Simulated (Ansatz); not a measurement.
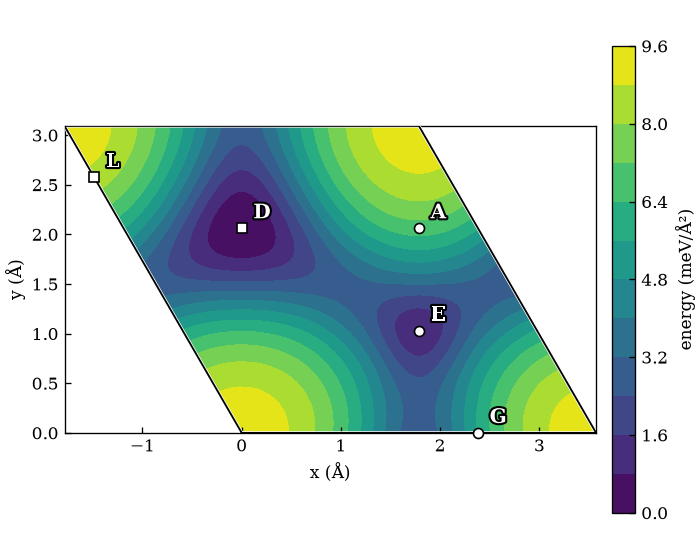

A bilayer of two As sheets of the honeycomb type (4 atoms in the cell). The upper layer of a bilayer is slid over the lower one; relaxed at each slide: the heights of all atoms; the origin of the map has As4 above As1. Places are given modulo a cell vector. The map is drawn in real space over the plane of the slide. Grid: 6 × 6 points; 10 points were computed and 26 follow by symmetry. All energies are given in meV/Å² relative to the lowest grid point. Method: DFT PBE+D3(BJ), scalar-relativistic, plane waves, PAW in Ansatz. Settings: cutoff 420 eV, k-mesh 9×9×1, gaussian smearing 0.05 eV, no spin polarisation.

The picture shows filled contours, the outline of one cell of the plane, lettered points. Between grid points the surface is interpolated.

### Is A the lowest point of the computed grid?

No. A lies 6.8 meV/Å² above the lowest grid point, which is at (2/6, 4/6) of the cell vectors.

### Rank the lettered points by energy, lowest first.

D (0.0 meV/Å²), E (1.0 meV/Å²), G (5.6 meV/Å²), A (6.8 meV/Å²), L (8.5 meV/Å²).
